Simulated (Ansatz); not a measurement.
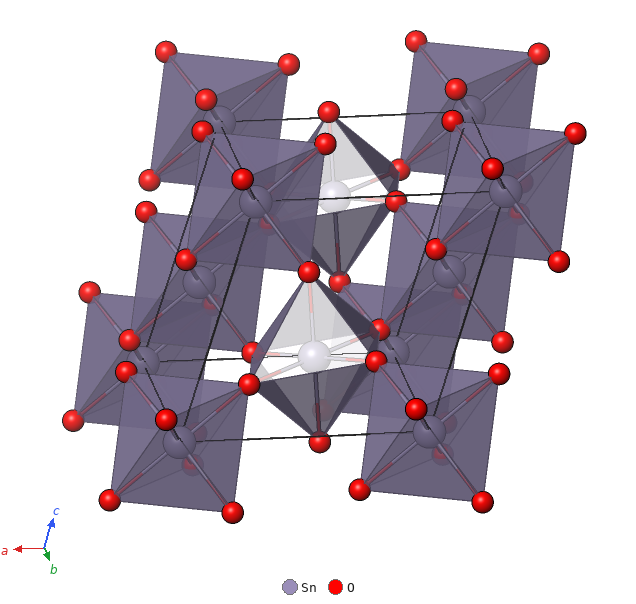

A polyhedral rendering, viewed from a general direction. The parallelepiped is the unit cell. Some neighbours outside the box are added. Cell: a = 5.699 Å, b = 5.699 Å, c = 5.685 Å, α = 112.13°, β = 107.82°, γ = 108.26°.

What can be read from this drawing?

- The structure is one of SnO2.
- Strictly the space group is P-1 (No. 2, within 0.01 Å). It is a distorted form of a primitive tetragonal structure, space group P4_2/mnm (No. 136) within 0.25 Å: rutile.
- The cell has 12 atoms, namely 4 Sn, 8 O.
- The polyhedra are SnO6 octahedra; they share corners and edges.
- The Sn atoms are each bonded to six O in a distorted octahedral arrangement at about 2.0 Å. Each O atom is coordinated by three Sn at about 2.0 Å.
- The bonds build a three-dimensional framework.

The model was built from a structure listed in the Materials Project. The cell was then strained or its atoms displaced on purpose. Ansatz was used for an electronic-structure calculation on it.
